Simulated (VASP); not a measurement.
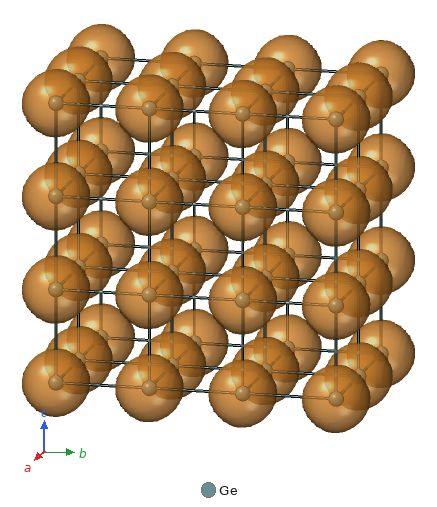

Ge. Isosurface of the valence charge density (pseudo) at 0.5 e/Å³ (orange), seen slightly off an axis. Sticks mark near contacts.

Space group Pm-3m; a generated structure, not necessarily the stable one.

Method: Kohn-Sham DFT of a periodic cell, PBEsol, VASP PAW PBE potentials, recommended (VASP).

### What does this surface tell about the bonding?

At this value the density breaks into separate islands; it holds about 75 % of the electrons treated as valence. It bridges none of the near contacts. It is pinched off along the shortest Ge–Ge (2.67 Å) contacts. On the grid the lowest density along these lines, outside the cores, is 0.32 e/Å³ (Ge–Ge, 2.67 Å).
